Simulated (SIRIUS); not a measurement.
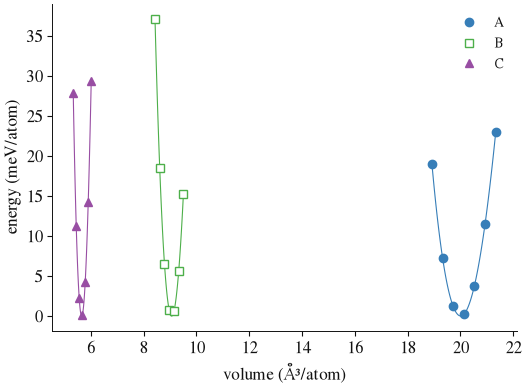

The figure shows the energy against volume, with one curve for each compound, for BN, C and Si (all in space group P6_3/mmc (No. 194)). The labels are replaced by letters.

Computed with SIRIUS 7.12.0: plane-wave DFT, no spin polarisation; energies at scaled volumes of the given cell, shape and fractions fixed, counted from the fit's minimum, third-order Birch-Murnaghan fit. Level: PBEsol.

| setting | value |
| --- | --- |
| occupations | Fermi–Dirac |
| smearing width | 0.05 eV |
| potentials | dojo sr pbesol 0.4.1 standard |

**Which letter stands for which compound?**

A: Si; B: BN; C: C.

Limits of the calculation: shape and atomic fractions are frozen while scaling, which makes layered, chain and framework solids too stiff.
